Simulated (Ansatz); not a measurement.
System: Rh.

```
CELL_PARAMETERS angstrom
2.81291 0.00000 0.00000
-1.40645 2.43605 0.00000
0.00000 0.00000 4.49492
ATOMIC_POSITIONS crystal
Rh 0.66667 0.33333 0.75000
Rh 0.33333 0.66667 0.25000
```

Space group P6₃/mmc; a structure from a database of computed crystals, not necessarily the ambient phase; changed on purpose from its base cell (strain +0.030 along x and y, +0.015 along z, atoms carried along); computed pressure about −23 GPa in this cell; computed without spin polarisation.

Computed with DFT r2SCAN, scalar-relativistic, plane waves, PAW (Ansatz).

> What can the converged valence pseudo-density and electron localisation function tell about the bonding?

Rh–Rh (2.81 Å): the density is about 0.29 e/Å³ at the midpoint; the ELF is about 0.25 at the midpoint; no localised pair shows between them.

> Does the calculation make it a metal, or give it a gap?

It is metallic or semimetallic at this level of theory: no gap opens.

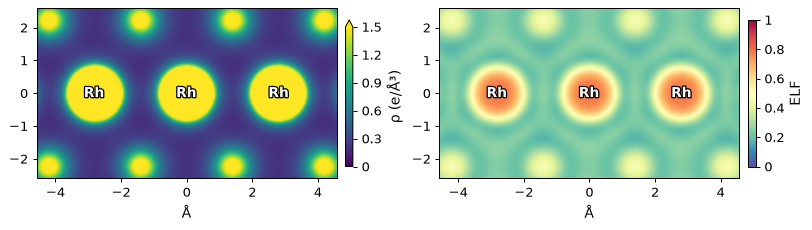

Computed valence pseudo-density and electron localisation function on the (100) plane of the conventional cell, in this order. Atoms just off the plane (Rh, 0.8 Å away) can leave unmarked features too.

Core electrons are frozen (PAW), and the valence fields are smoothed inside the atomic spheres.
